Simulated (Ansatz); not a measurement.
```
W S
1.0
     3.15865    0.00000    0.00000
    -1.57933    2.73547    0.00000
     0.00000    0.00000   12.24872
W S
2 4
Direct
  0.66667 0.33333 0.75000
  0.33333 0.66667 0.25000
  0.66667 0.33333 0.37853
  0.33333 0.66667 0.87853
  0.66667 0.33333 0.12147
  0.33333 0.66667 0.62147
```

Space group P6₃/mmc.

All numbers below come from Ansatz, Kohn-Sham DFT of a periodic cell, PBE with D3(BJ)-ATM, Ansatz PAW.

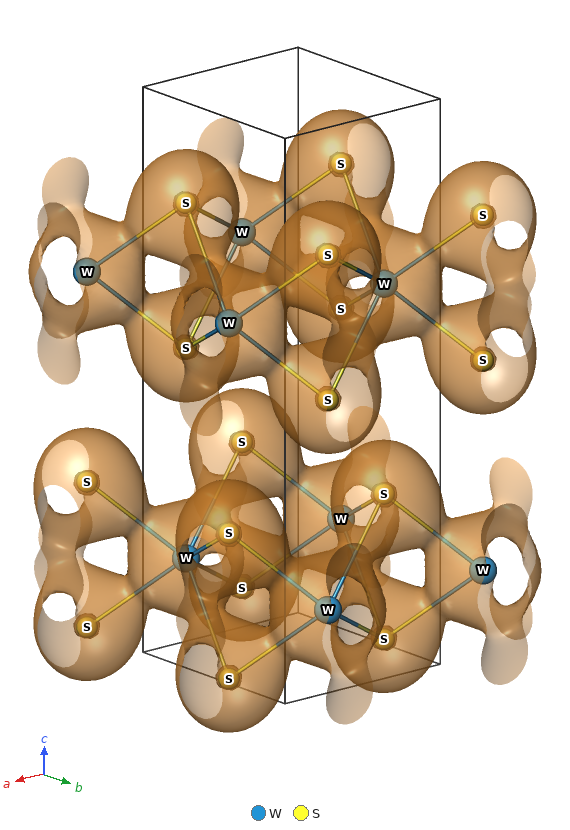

WS2. Isosurface of the valence electron density at 0.5 e/Å³ (orange), seen at an oblique angle. Sticks mark near contacts.

In a PAW calculation such maps are meaningful between the atoms, not at the nuclei.

Question: What does this surface tell about the bonding?

Answer: At this value the density is joined into sheets; it holds about 70 % of the electrons treated as valence (semicore included). It bridges the sampled W–S (2.41 Å) contacts, where the density stays above the isovalue. On the grid the lowest density along these lines, outside the cores, is 0.63 e/Å³ (W–S, 2.41 Å).

Question: Does the calculation make it a metal, or give it a gap?

Answer: It is gapped, with a Kohn–Sham gap of 1.0 eV on the k-point mesh (the band edges may lie off the mesh, which would make the gap smaller).
